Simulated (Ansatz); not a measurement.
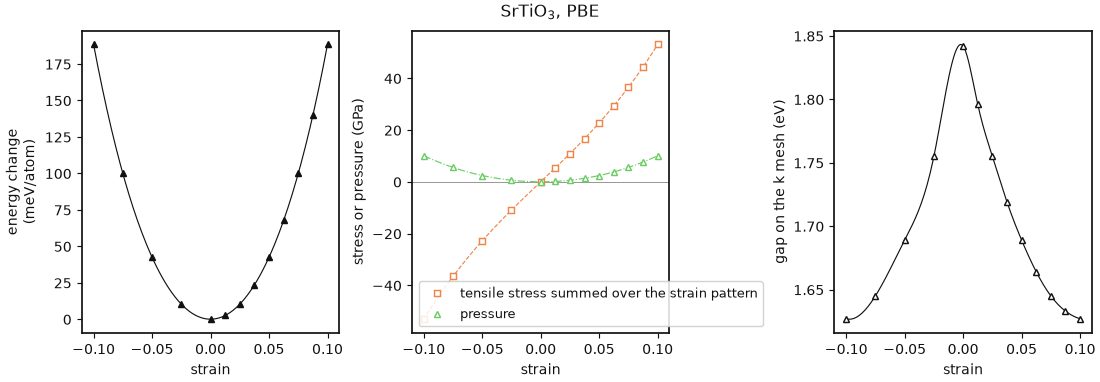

The plot gives the computed energy change, tensile stress summed over the strain pattern, pressure and gap on the k mesh against strain for SrTiO₃, space group Pm-3m (No. 221).

The given structure:
```
CELL_PARAMETERS angstrom
3.93640 0.00000 0.00000
0.00000 3.93640 0.00000
0.00000 0.00000 3.93640
ATOMIC_POSITIONS crystal
Sr 0.00000 0.00000 0.00000
Ti 0.50000 0.50000 0.50000
O 0.00000 0.50000 0.50000
O 0.50000 0.00000 0.50000
O 0.50000 0.50000 0.00000
```

Computed with Ansatz 0.2.0: homogeneous strain of a crystal along one Voigt pattern with engineering shear, fractional coordinates fixed, by plane-wave density functional theory with PAW datasets, free energies less that of the undisturbed cell, pressure positive in compression; scalar-relativistic. Level: PBE, no spin polarisation.

wave cutoff 420 eV; k mesh 8×8×8; occupations Gaussian; smearing width 0.05 eV; k shift (0, 0, 0) (mesh steps); start relaxed; strain pattern (1, -1, 0, 0, 0, 0) (xx yy zz yz xz xy with engineering shear).

The points at strain −0.075, −0.025, 0.05 and 0.1 follow from computed ones by symmetry.

Is the given structure stable along this path?

Answer. Yes: the energy rises on both sides of the starting structure, which is therefore a minimum along this path.

Read off the course of the tensile stress summed over the strain pattern.

Answer. It rises from −53 GPa at strain −0.1000 to 53 GPa at 0.1000, and changes sign near 0.000.

The computed values:

| strain | energy change (meV/atom) | tensile stress summed over the strain pattern (GPa) | pressure (GPa) | gap on the k mesh (eV) |
| --- | --- | --- | --- | --- |
| −0.1000 | 188 | −53 | 10.1 | 1.627 |
| −0.0750 | 100 | −37 | 5.6 | 1.645 |
| −0.0500 | 42 | −23 | 2.4 | 1.689 |
| −0.0250 | 10 | −11 | 0.6 | 1.755 |
| 0.0000 | 0 | 0 | 0.0 | 1.842 |
| 0.0125 | 3 | 5 | 0.2 | 1.796 |
| 0.0250 | 10 | 11 | 0.6 | 1.755 |
| 0.0375 | 24 | 17 | 1.4 | 1.719 |
| 0.0500 | 42 | 23 | 2.4 | 1.689 |
| 0.0625 | 68 | 29 | 3.8 | 1.664 |
| 0.0750 | 100 | 37 | 5.6 | 1.645 |
| 0.0875 | 140 | 44 | 7.6 | 1.633 |
| 0.1000 | 188 | 53 | 10.1 | 1.627 |
